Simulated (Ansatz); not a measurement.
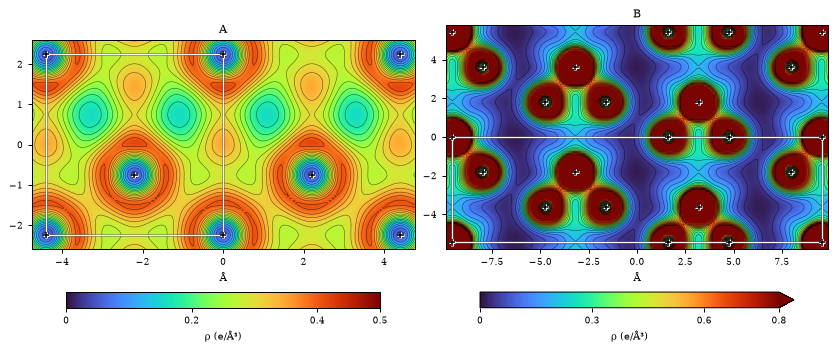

The valence charge density (pseudo) of 2 systems, each on a plane through atoms (crosses mark nuclei in the plane).

Level of theory: DFT, PBEsol, PAW with Ansatz's default frozen-core files, scalar-relativistic; relaxation of cell and atoms in Ansatz 0.2.0.

System 1: WS₂, the (110) plane of the conventional cell. Space group R3m.

```yaml
crystal:
  lattice:
    - [3.14762, 0.00000, 0.00000]
    - [-1.57381, 2.72592, 0.00000]
    - [0.00000, 0.00000, 19.11073]
  atoms:
    - { symbol: W, position: [0.66667, 0.33333, 0.33266] }
    - { symbol: W, position: [0.33333, 0.66667, 0.66600] }
    - { symbol: W, position: [0.00000, 0.00000, 0.99933] }
    - { symbol: S, position: [0.66667, 0.33333, 0.08130] }
    - { symbol: S, position: [0.33333, 0.66667, 0.41463] }
    - { symbol: S, position: [0.00000, 0.00000, 0.74797] }
    - { symbol: S, position: [0.33333, 0.66667, 0.25067] }
    - { symbol: S, position: [0.00000, 0.00000, 0.58401] }
    - { symbol: S, position: [0.66667, 0.33333, 0.91734] }
```

System 2: Si, the (110) plane of the conventional cell. Space group P6₃/mmc; computed pressure about 10 GPa in this cell.

```
Si
1.0
     2.59111    0.00000    0.00000
    -1.29555    2.24397    0.00000
     0.00000    0.00000    4.40543
Si
2
Direct
  0.33333 0.66667 0.25000
  0.66667 0.33333 0.75000
```

Q: Which map belongs to which system?

A: Panel A is system 2, Si: the plane holds Si. Si–Si (2.66 Å): the density is about 0.31 e/Å³ at the midpoint. Panel B is system 1, WS₂: the plane holds W and S. W–S (2.40 Å): ρ is about 0.64 e/Å³ halfway.
